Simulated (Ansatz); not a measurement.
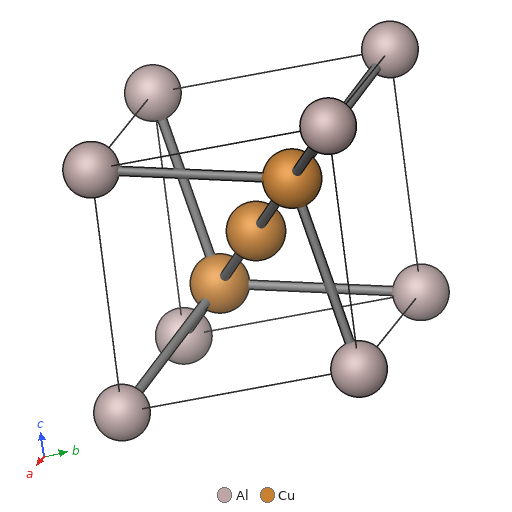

System: AlCu₃, space group Fm-3m (No. 225). The picture shows the cell.

Starting cell:
```yaml
crystal:
  lattice:
    - [0.00000, 2.88406, 2.88406]
    - [2.88406, 0.00000, 2.88406]
    - [2.88406, 2.88406, 0.00000]
  atoms:
    - { symbol: Al, position: [0.00000, 0.00000, 0.00000] }
    - { symbol: Cu, position: [0.50000, 0.50000, 0.50000] }
    - { symbol: Cu, position: [0.25000, 0.25000, 0.25000] }
    - { symbol: Cu, position: [0.75000, 0.75000, 0.75000] }
```

Computed with Ansatz 0.2.0: mode Grüneisen parameters, minus d ln(frequency) over d ln(volume), from cells at 0.98 and 1.02 times the rest volume with shape and atoms relaxed, modes matched by rank; plane waves with PAW datasets, Γ-centred k mesh. Level: PBEsol, no spin polarisation.

wave cutoff 420 eV; k mesh 12×12×12; occupations Fermi–Dirac; smearing width 0.15 eV; phonon method linear response; q mesh 1×1×1.

What does the calculation give for the mode Grüneisen parameters against frequency?

They run from 1.86 to 2.52; none is negative, so every mode shown stiffens under compression.

```tsv
at	frequency (cm⁻¹)	γ
(0 0 0)	162.2	2.52
(0 0 0)	162.2	2.52
(0 0 0)	162.2	2.52
(0 0 0)	194.4	2.40
(0 0 0)	194.4	2.40
(0 0 0)	194.4	2.40
(0 0 0)	298.3	1.86
(0 0 0)	298.3	1.86
(0 0 0)	298.3	1.86
```

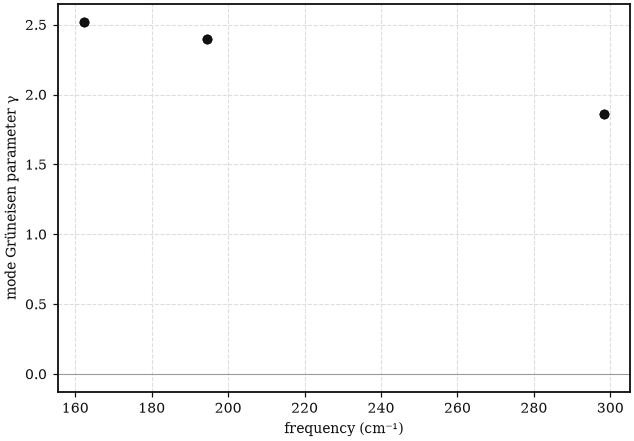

Keep in mind: metal sensitive to the k mesh.
